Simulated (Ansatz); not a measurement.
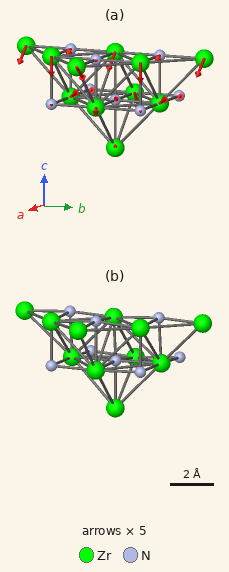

The structure of a slab of composition ZrN (cut from the Fm-3m phase) before (top) and after (bottom) a constrained relaxation, at one scale. The red arrows give the displacements, magnified 5 times.

A ball-and-stick model of the atoms within 5.0 Å of the atom that moves most (axes of the 1 × 2 repeat of the cell, outlined in the plane, without the vacuum (origin shifted)), seen slightly off an axis.

Case: stripe over 1.5 of 3 cells, two steps. 12 atoms are held fixed.

Computed with DFT PBE, scalar-relativistic, plane waves, PAW (Ansatz). (plane-wave cutoff 420 eV; k-point mesh 3 × 8 × 1; occupations gaussian; smearing width 0.1 eV; no spin polarisation; dipole correction; atoms relaxed in a fixed cell; force threshold 0.02 eV/Å; at most 45 steps)

> Summarise the run.

Over 6 geometry steps the energy falls by 1.624 eV per cell of the calculation. Largest force component: 1.6 eV/Å at the start, 0.0095 eV/Å at the end. The largest moves, 0.24 Å, are those of Zr atoms. By element the largest moves are Zr 0.24 Å, N 0.14 Å. The cell doesn't change. Some distances before and after: Zr–Zr 3.249 → 3.488 Å, N–Zr 2.297 → 2.116 Å, Zr–Zr 3.249 → 3.074 Å, N–Zr 2.297 → 2.470 Å. Among the angles between lasting bonds that change: Zr–N–Zr 90.0° → 101.4°, Zr–N–Zr 180.0° → 171.2°, Zr–N–Zr 180.0° → 172.4°. Cost: 15 min on 4 threads of Arm Neoverse V2 (shared host), peak memory 5.4 GiB.

Limits of the set-up: the cell has an odd number of electrons but was run without spin polarisation.
